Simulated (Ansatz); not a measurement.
MoS2: molecular dynamics (part 2 of 2)

Continued. System: MoS2 (R3m, 3 atoms in the cell). Method: DFT, r2SCAN, plane waves, PAW, no spin polarisation (Ansatz 0.2.0); cutoff 500 eV, 6×6×6 k-mesh, Fermi–Dirac smearing of 0.026 eV. The structure was built on a prototype by a generator. The geometry comes from this level: r2scan-rvv10. It belongs to a series of runs on one base structure; here: npt_langevin at 300 K.

Geometry of the input (Å; fractional positions):
```
1.5876  0.9166  6.1939
-1.5876  0.9166  6.1939
0.0000  -1.8332  6.1939
Mo -0.0000  -0.0000  -0.0000
S  0.4170  0.4170  0.4170
S  0.2497  0.2497  0.2497
```

What the program printed, continued
```
SCF iter   1: F=—  HF=-6782.072891 eV  |F-HF|=—  |Δ(HF+E_count)|=         —  Δρ=2.66e-4  dr2=8.11e-5  dr2_τ=2.21e-4  ethr=3.23e-7  ⟨swp⟩=2.4  Hψ=12118  notcnv=0
preconditioner: auto → none  [insulator: Δε(μ)=0.872 eV  Ē_g=8.431 eV  σ=0.026 eV  W_gap=1.00  n_scr=16 (ndim 8)  ℏωp=21.1 eV  f_vac=0.022  D(μ)=0.00/eV (n_scr^D=0)  ε∞_Penn≈7.3]
SCF iter   2: F=—  HF=-6782.073146 eV  |F-HF|=—  |Δ(HF+E_count)|=   2.55e-4  Δρ=4.11e-4  dr2=2.99e-4  dr2_τ=1.23e-5  ethr=3.12e-7  ⟨swp⟩=3.0  Hψ=4238  notcnv=0  recentre
SCF iter   3: F=—  HF=-6782.073105 eV  |F-HF|=—  |Δ(HF+E_count)|=   4.15e-5  Δρ=1.64e-4  dr2=1.41e-5  dr2_τ=6.43e-7  ethr=3.12e-7  ⟨swp⟩=2.0  Hψ=2682  notcnv=0
SCF iter   4: F=—  HF=-6782.073106 eV  |F-HF|=—  |Δ(HF+E_count)|=   9.67e-7  Δρ=6.24e-5  dr2=3.97e-6  dr2_τ=2.15e-7  ethr=5.42e-8  ⟨swp⟩=2.1  Hψ=2692  notcnv=0
SCF iter   5: F=—  HF=-6782.073106 eV  |F-HF|=—  |Δ(HF+E_count)|=   2.36e-7  Δρ=2.33e-5  dr2=1.98e-7  dr2_τ=1.23e-8  ethr=1.53e-8  ⟨swp⟩=2.3  Hψ=2318  notcnv=0
SCF iter   6: F=—  HF=-6782.073106 eV  |F-HF|=—  |Δ(HF+E_count)|=   4.76e-7  Δρ=1.17e-5  dr2=2.20e-7  dr2_τ=7.78e-9  ethr=7.61e-10  ⟨swp⟩=2.0  Hψ=2800  notcnv=0
SCF iter   7: F=—  HF=-6782.073106 eV  |F-HF|=—  |Δ(HF+E_count)|=   3.32e-8  Δρ=3.10e-6  dr2=6.85e-9  dr2_τ=3.26e-10  ethr=7.61e-10  ⟨swp⟩=2.1  Hψ=2501  notcnv=0
SCF iter   8: F=-6782.073106 eV  HF=-6782.073106 eV  |F-HF|=6.37e-11  |Δ(HF+E_count)|=  2.69e-10  Δρ=6.46e-7  dr2=1.28e-10  dr2_τ=9.04e-12  ethr=1.15e-11  ⟨swp⟩=5.0  Hψ=7272  notcnv=0
SCF 21 converged in 8 iterations: F = -6782.073106 eV  dr2 = 1.28e-10
md step    20: t =    20.00 fs  T =    82.2 K  F+E_penalty+E_count = -6782.07310597 eV  E_kin = 0.031863 eV  conserved = -6782.17319256 eV  P_inst = -1.1561 GPa  V = 55.7464 Å³  selection 1  (8 SCF iters)
Basis set: ecut = 500 eV, 1415 PW (Γ), FFT grids on a1−a3, a2−a3, a3, exchange–correlation on 96×96×192 points (64 copies of the dense FFT grid, shifted against one another)
Initial wavefunctions: pseudopotential atomic-orbital guess (no wavefunctions were taken with the density)
iter 1 solved again at ethr=2.38e-7 eV; its pass at ethr=3.10e-3 eV (dr2=6.18e-5 eV) is discarded
SCF iter   1: F=—  HF=-6782.073093 eV  |F-HF|=—  |Δ(HF+E_count)|=         —  Δρ=2.29e-6  dr2=9.09e-10  dr2_τ=1.93e-9  ethr=2.38e-7  ⟨swp⟩=3.6  Hψ=16505  notcnv=0
eigensolver tolerance schedule: the retry pair's looser diagonalisation over-reported the residual by 67957.96 of it (diagonalisation noise at an unbounded share of the residual, at the tolerance the schedule requests for it); recorded, not acted on — ethr = c·dr2/N_el stays at c = 1.0e-1
preconditioner: auto → none  [insulator: Δε(μ)=0.869 eV  Ē_g=8.432 eV  σ=0.026 eV  W_gap=1.00  n_scr=16 (ndim 8)  ℏωp=21.1 eV  f_vac=0.022  D(μ)=0.00/eV (n_scr^D=0)  ε∞_Penn≈7.3]
SCF iter   2: F=—  HF=-6782.073094 eV  |F-HF|=—  |Δ(HF+E_count)|=   2.30e-7  Δρ=1.44e-6  dr2=2.29e-9  dr2_τ=2.54e-10  ethr=3.50e-12  ⟨swp⟩=6.1  Hψ=8350  notcnv=0
SCF iter   3: F=-6782.073094 eV  HF=-6782.073094 eV  |F-HF|=1.86e-10  |Δ(HF+E_count)|=  2.15e-10  Δρ=1.11e-6  dr2=4.65e-10  dr2_τ=1.35e-10  ethr=3.50e-12  ⟨swp⟩=3.0  Hψ=6748  notcnv=0
SCF 22 converged in 3 iterations: F = -6782.073094 eV  dr2 = 4.65e-10
```

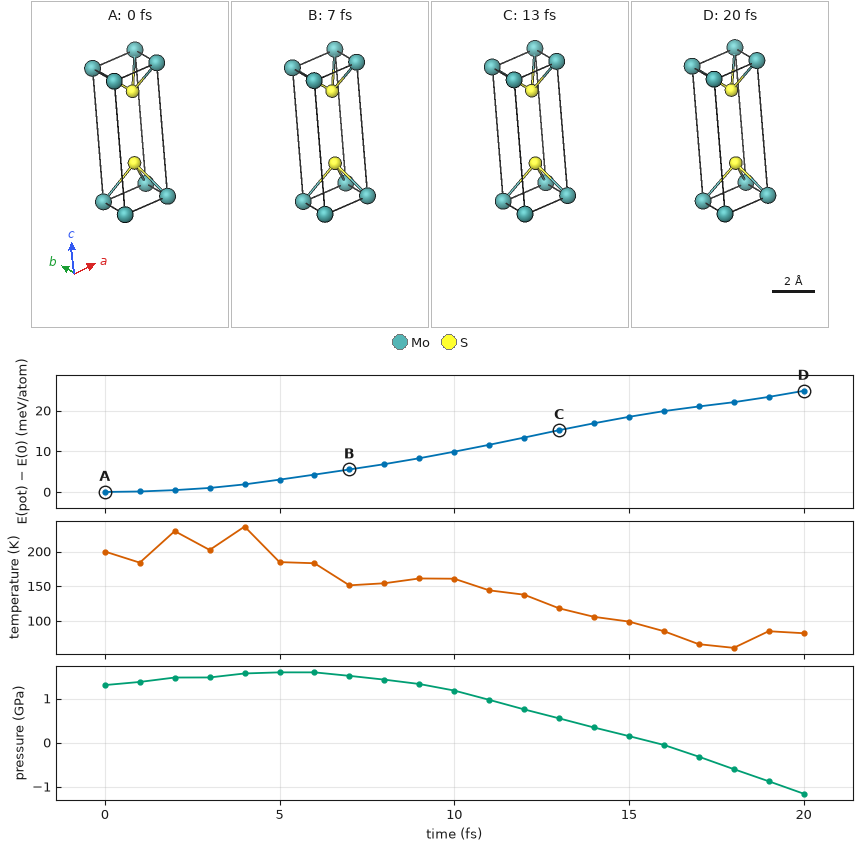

Figure 1. Frames of the molecular dynamics (ball-and-stick, reduced simulation cell, seen slightly off an axis) above the curves, on which the letters mark them. The trajectory kept here has 21 frames over 20 fs. The temperature starts at 200 K, ranges from 61 to 236 K and averages 104 K over the second half. The potential energy ends 24.8 meV/atom above its first value. The conserved quantity stays within 0.029 meV/atom. With the common drift removed, the root-mean-square displacement is 0.06 Å.

```
SCF converged after 3 iterations
Free energy (F): -6782.073094 eV
Harris-Foulkes:  -6782.073094 eV  (|F-HF|=1.86e-10)
Internal energy: -6782.073094 eV  (E = F + TS)
E sigma→0 (E₀):  -6782.073094 eV
Fermi energy:    10.640241 eV
--- Per-component energies (eV) ---
  E_band       = -191.200045
  E_kinetic    = 653.388126
  E_local      = -2041.376417  (includes V_loc(G=0)·N_el)
  E_nonlocal   = 198.431705
  E_hartree    = 785.957269
  E_xc         = -362.084156
  E_vxc        = -445.211448  (∫ρ·V_xc dr)
  E_paw        = -4435.766931  (= ΣΔE_a)
  E_vpaw       = -154.062674  (= ΣTr[D̂ρ^β])
  E_aug_tail   = 0.000007  (compensation charges beyond the density's cutoff)
  E_vtau       = 25.715303  (kinetic-family band-sum trace: ∫τ·v_τ [+ j·A + Jᵃ·Aᵃ] dr)
  E_ewald      = -1580.181961
  E_core_change = -0.440737  (= ΣΔE_core)
  E_smearing   = -0.000000  (= −TS)
  E_closure    = -0.000000  (closes the sum)
  Σ components = -6782.073094   (vs F -6782.073094, Δ=0.00e0)
--- Forces (eV/Å), atoms counted from 1 ---
  atom   1  Mo     0.10093215     0.13345000    -1.58711584
  atom   2  S     -0.39533967    -0.51013777     0.69654147
  atom   3  S      0.29441110     0.37668795     0.89057594
  max |Σ_I F_I| component: 3.58e-6 eV/Å
--- Stress (GPa, compression-positive) ---
       -1.361711       0.258124      -2.909382
        0.258124      -2.167862      -3.773190
       -2.909382      -3.773190      -0.121802
  P = ⅓ Tr σ = -1.2171 GPa (-12.171 kbar)
--- MD trajectory: 20 steps, t = 0.0 → 20.0 fs ---
  final state: T = 82.2 K   F+E_penalty+E_count = -6782.07310597 eV   E_kin = 0.031863 eV
  conserved energy: peak-to-peak 8.606e-5 eV (2.869e-5 eV/atom) over 20.0 fs
  cell: V = 55.7464 Å³ at the end; means of 21 rows, the approach among them: V = 54.7201 Å³, P_inst = 0.7433 GPa
  mean static stress (GPa): xx 0.5355  yy 0.0488  zz 1.3168  yz -2.0539  xz -1.4733  xy 0.1092
  the result is of one more SCF, on plane waves selected at the last cell: its energy does not rank with the rows'
```

Trajectory as extended XYZ (Å, eV, eV/Å), 19 of the 21 frames kept, from step=0 to step=20
```
3
Lattice="1.5876 0.9166 6.1939 -1.5876 0.9166 6.1939 0.0000 -1.8332 6.1939" Properties=species:S:1:pos:R:3:forces:R:3 step=0 time_fs=0.0 energy=-6782.14765 temperature=200.0 pressure_GPa=1.30
Mo    0.0000    0.0000   -0.0003    0.0000   0.0000  -0.0006
S     0.0000    0.0000    7.7486    0.0000   0.0000  -0.0503
S     0.0000    0.0000    4.6395    0.0000   0.0000   0.0509
3
Lattice="1.5876 0.9166 6.1938 -1.5876 0.9166 6.1938 0.0000 -1.8332 6.1938" Properties=species:S:1:pos:R:3:forces:R:3 step=1 time_fs=1.0 energy=-6782.14729 temperature=183.9 pressure_GPa=1.38
Mo   -0.0003   -0.0003    0.0014    0.0114   0.0184  -0.1343
S     0.0019    0.0032    7.7451   -0.0221  -0.0355   0.0328
S    -0.0015   -0.0022    4.6375    0.0107   0.0171   0.1015
3
Lattice="1.5877 0.9167 6.1945 -1.5877 0.9167 6.1945 0.0000 -1.8334 6.1945" Properties=species:S:1:pos:R:3:forces:R:3 step=2 time_fs=2.0 energy=-6782.14629 temperature=229.4 pressure_GPa=1.48
Mo   -0.0006   -0.0009    0.0030    0.0167   0.0478  -0.2650
S     0.0034    0.0069    7.7423   -0.0412  -0.0785   0.1168
S    -0.0033   -0.0042    4.6366    0.0245   0.0307   0.1482
3
Lattice="1.5882 0.9169 6.1962 -1.5882 0.9169 6.1962 0.0000 -1.8339 6.1962" Properties=species:S:1:pos:R:3:forces:R:3 step=3 time_fs=3.0 energy=-6782.14469 temperature=202.2 pressure_GPa=1.48
Mo   -0.0010   -0.0014    0.0047    0.0236   0.0785  -0.3944
S     0.0050    0.0107    7.7406   -0.0622  -0.1227   0.1994
S    -0.0052   -0.0063    4.6369    0.0387   0.0442   0.1949
3
Lattice="1.5885 0.9171 6.1975 -1.5885 0.9171 6.1975 0.0000 -1.8342 6.1975" Properties=species:S:1:pos:R:3:forces:R:3 step=4 time_fs=4.0 energy=-6782.14206 temperature=236.0 pressure_GPa=1.57
Mo   -0.0016   -0.0018    0.0066    0.0395   0.1047  -0.5317
S     0.0069    0.0140    7.7382   -0.0900  -0.1624   0.2913
S    -0.0071   -0.0082    4.6369    0.0505   0.0578   0.2404
3
Lattice="1.5893 0.9176 6.2007 -1.5893 0.9176 6.2007 0.0000 -1.8352 6.2007" Properties=species:S:1:pos:R:3:forces:R:3 step=6 time_fs=6.0 energy=-6782.13485 temperature=183.1 pressure_GPa=1.59
Mo   -0.0027   -0.0022    0.0100    0.0501   0.1365  -0.7989
S     0.0097    0.0196    7.7345   -0.1337  -0.2270   0.4627
S    -0.0119   -0.0124    4.6369    0.0836   0.0906   0.3363
3
Lattice="1.5901 0.9181 6.2038 -1.5901 0.9181 6.2038 0.0000 -1.8361 6.2038" Properties=species:S:1:pos:R:3:forces:R:3 step=7 time_fs=7.0 energy=-6782.13105 temperature=151.2 pressure_GPa=1.51
Mo   -0.0030   -0.0023    0.0112    0.0389   0.1445  -0.9193
S     0.0103    0.0215    7.7342   -0.1451  -0.2495   0.5353
S    -0.0148   -0.0142    4.6382    0.1063   0.1050   0.3841
3
Lattice="1.5910 0.9186 6.2073 -1.5910 0.9186 6.2073 0.0000 -1.8372 6.2073" Properties=species:S:1:pos:R:3:forces:R:3 step=8 time_fs=8.0 energy=-6782.12716 temperature=154.2 pressure_GPa=1.43
Mo   -0.0032   -0.0026    0.0120    0.0254   0.1528  -1.0256
S     0.0109    0.0231    7.7345   -0.1547  -0.2709   0.5967
S    -0.0177   -0.0161    4.6398    0.1294   0.1182   0.4290
3
Lattice="1.5919 0.9191 6.2109 -1.5919 0.9191 6.2109 0.0000 -1.8382 6.2109" Properties=species:S:1:pos:R:3:forces:R:3 step=9 time_fs=9.0 energy=-6782.12278 temperature=161.1 pressure_GPa=1.33
Mo   -0.0034   -0.0029    0.0127    0.0179   0.1617  -1.1231
S     0.0118    0.0254    7.7351   -0.1682  -0.2979   0.6502
S    -0.0204   -0.0185    4.6413    0.1503   0.1362   0.4730
3
Lattice="1.5930 0.9197 6.2149 -1.5930 0.9197 6.2149 0.0000 -1.8394 6.2149" Properties=species:S:1:pos:R:3:forces:R:3 step=10 time_fs=10.0 energy=-6782.11795 temperature=160.8 pressure_GPa=1.18
Mo   -0.0037   -0.0028    0.0135    0.0120   0.1637  -1.2170
S     0.0126    0.0280    7.7366   -0.1807  -0.3249   0.6959
S    -0.0230   -0.0213    4.6432    0.1687   0.1612   0.5211
3
Lattice="1.5941 0.9203 6.2192 -1.5941 0.9203 6.2192 0.0000 -1.8407 6.2192" Properties=species:S:1:pos:R:3:forces:R:3 step=11 time_fs=11.0 energy=-6782.11288 temperature=144.0 pressure_GPa=0.97
Mo   -0.0041   -0.0025    0.0143    0.0093   0.1601  -1.3046
S     0.0132    0.0306    7.7389   -0.1933  -0.3491   0.7297
S    -0.0254   -0.0243    4.6452    0.1841   0.1890   0.5749
3
Lattice="1.5951 0.9209 6.2232 -1.5951 0.9209 6.2232 0.0000 -1.8419 6.2232" Properties=species:S:1:pos:R:3:forces:R:3 step=12 time_fs=12.0 energy=-6782.10755 temperature=137.7 pressure_GPa=0.75
Mo   -0.0047   -0.0022    0.0149    0.0150   0.1581  -1.3854
S     0.0141    0.0331    7.7413   -0.2112  -0.3727   0.7552
S    -0.0278   -0.0272    4.6466    0.1962   0.2146   0.6302
3
Lattice="1.5961 0.9215 6.2271 -1.5961 0.9215 6.2271 0.0000 -1.8430 6.2271" Properties=species:S:1:pos:R:3:forces:R:3 step=13 time_fs=13.0 energy=-6782.10209 temperature=118.1 pressure_GPa=0.55
Mo   -0.0053   -0.0020    0.0154    0.0235   0.1582  -1.4592
S     0.0151    0.0356    7.7435   -0.2309  -0.3956   0.7805
S    -0.0301   -0.0297    4.6481    0.2074   0.2374   0.6787
3
Lattice="1.5971 0.9221 6.2311 -1.5971 0.9221 6.2311 0.0000 -1.8442 6.2311" Properties=species:S:1:pos:R:3:forces:R:3 step=14 time_fs=14.0 energy=-6782.09700 temperature=105.8 pressure_GPa=0.34
Mo   -0.0058   -0.0018    0.0159    0.0329   0.1555  -1.5160
S     0.0163    0.0378    7.7462   -0.2518  -0.4162   0.7953
S    -0.0324   -0.0325    4.6500    0.2189   0.2607   0.7207
3
Lattice="1.5989 0.9231 6.2381 -1.5989 0.9231 6.2381 0.0000 -1.8462 6.2381" Properties=species:S:1:pos:R:3:forces:R:3 step=16 time_fs=16.0 energy=-6782.08803 temperature=85.1 pressure_GPa=-0.05
Mo   -0.0065   -0.0020    0.0164    0.0483   0.1515  -1.5822
S     0.0197    0.0413    7.7523   -0.2987  -0.4530   0.7974
S    -0.0376   -0.0378    4.6539    0.2504   0.3015   0.7848
3
Lattice="1.5999 0.9237 6.2419 -1.5999 0.9237 6.2419 0.0000 -1.8474 6.2419" Properties=species:S:1:pos:R:3:forces:R:3 step=17 time_fs=17.0 energy=-6782.08460 temperature=66.4 pressure_GPa=-0.32
Mo   -0.0067   -0.0020    0.0165    0.0532   0.1479  -1.5871
S     0.0213    0.0430    7.7569   -0.3191  -0.4683   0.7737
S    -0.0400   -0.0402    4.6566    0.2660   0.3203   0.8134
3
Lattice="1.6011 0.9244 6.2465 -1.6011 0.9244 6.2465 0.0000 -1.8488 6.2465" Properties=species:S:1:pos:R:3:forces:R:3 step=18 time_fs=18.0 energy=-6782.08146 temperature=61.1 pressure_GPa=-0.60
Mo   -0.0070   -0.0019    0.0166    0.0624   0.1445  -1.5837
S     0.0229    0.0448    7.7622   -0.3401  -0.4821   0.7452
S    -0.0421   -0.0423    4.6602    0.2777   0.3376   0.8386
3
Lattice="1.6024 0.9251 6.2517 -1.6024 0.9251 6.2517 0.0000 -1.8503 6.2517" Properties=species:S:1:pos:R:3:forces:R:3 step=19 time_fs=19.0 energy=-6782.07756 temperature=85.1 pressure_GPa=-0.87
Mo   -0.0075   -0.0016    0.0166    0.0804   0.1402  -1.5845
S     0.0248    0.0467    7.7679   -0.3662  -0.4966   0.7189
S    -0.0440   -0.0445    4.6643    0.2858   0.3564   0.8656
3
Lattice="1.6037 0.9259 6.2569 -1.6037 0.9259 6.2569 0.0000 -1.8518 6.2569" Properties=species:S:1:pos:R:3:forces:R:3 step=20 time_fs=20.0 energy=-6782.07311 temperature=82.2 pressure_GPa=-1.16
Mo   -0.0079   -0.0014    0.0164    0.1009   0.1334  -1.5871
S     0.0271    0.0485    7.7733   -0.3953  -0.5101   0.6965
S    -0.0460   -0.0469    4.6683    0.2944   0.3767   0.8906
```
